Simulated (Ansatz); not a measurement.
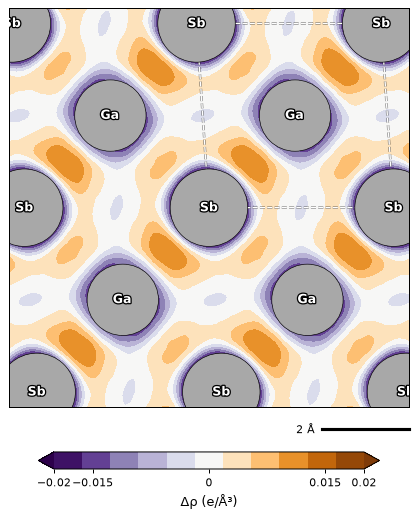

GaSb. Difference of the valence pseudo-densities of two functionals at the same geometry, on the (001) plane of the calculation cell: one of LDA and r2SCAN less the other.

Both computed with Ansatz (plane waves, PAW), on the same k-point mesh. Grey discs cover the atomic cores.

```xyz
2
Lattice="-1.5559 2.6750 2.8933 1.5559 -2.6750 2.8933 1.5559 2.6750 -2.8933" Properties=species:S:1:pos:R:3 pbc="T T T"
Sb    0.0000    0.0000    2.8933
Ga    0.0000    0.0000    0.0000
```

Q: Which was subtracted from which, and what does the map show?

A: It is r2SCAN less LDA. Against LDA, r2SCAN gives less density around Sb (−0.005 e/Å³ on average at 1.0 Å from the nucleus), less density around Ga (−0.008 e/Å³ on average at 1.0 Å from the nucleus) and a change of +0.012 e/Å³ at the midpoint of Ga–Sb and +0.006 e/Å³ at the midpoint of Ga–Sb.
